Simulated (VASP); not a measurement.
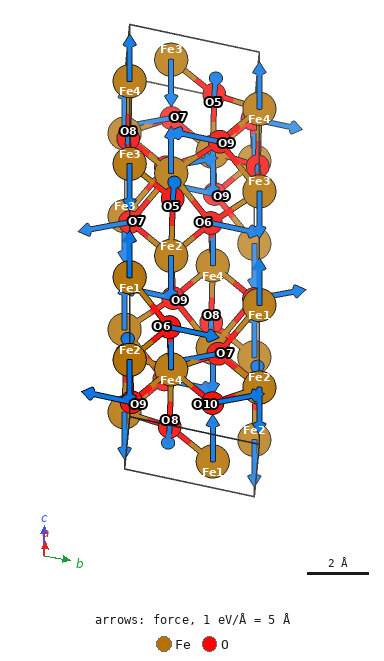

Starting geometry of a crystal of Fe2O3 (set up in R-3c) with the computed forces as blue arrows. Style: ball-and-stick. Shown: the conventional cell (3 times the calculation's cell), from a free direction. Lengths and directions refer to the drawn axes.

The run lets cell and atoms move.

Computed with Kohn-Sham DFT of a periodic cell, PBE, VASP PAW PBE potentials, recommended (VASP 6.6.1).

Input
```
PREC = Accurate
ENCUT = 600
EDIFF = 1E-6
ISMEAR = 1
SIGMA = 0.1
LREAL = F
LASPH = T
NELM = 150
ALGO = Normal
ISIF = 3
LWAVE = F
LCHARG = F
ISPIN = 2
MAGMOM = 5 -5 -5 5 0 0 0 0 0 0
LORBIT = 11
LMAXMIX = 4
GGA = PE
IBRION = 2
NSW = 90
EDIFFG = -0.01
AMIX = 0.2
BMIX = 1E-4
AMIX_MAG = 0.8
BMIX_MAG = 1E-4
KPAR = 4
```

Command:
```bash
cat potpaw_PBE.64/Fe/POTCAR potpaw_PBE.64/O/POTCAR > POTCAR
mpirun -np 4 vasp_std > vasp.out
```

**Is this structure relaxed? If not, where do the atoms go?**

It isn't relaxed: the largest force vector, on O atoms, is 0.39 eV/Å. The atoms end up moving mostly along the starting forces (cosine between the two patterns 0.98). The largest moves relative to the cell, 0.041 Å, are those of Fe1, Fe2, Fe3 and Fe4. Fe3 goes along −c. By element the largest moves are Fe 0.041 Å, O 0.033 Å. Cell: a = b 5.038 → 5.039 Å (0.0 %), c 13.772 → 13.862 Å (+0.7 %). Volume +0.7 %. Some distances before and after: Fe1–O5 2.116 → 2.175 Å, Fe1–O10 1.946 → 1.914 Å. The space group stays R-3c (No. 167). The energy falls by 68.7 meV per cell of the calculation in 8 geometry steps. The largest force component goes from 0.39 to 0.00071 eV/Å. Pressure: −0.43 GPa at the start and −0.09 GPa at the end. It ran on 4 threads of Intel(R) Xeon(R) 6975P-C (Granite Rapids) (shared host).
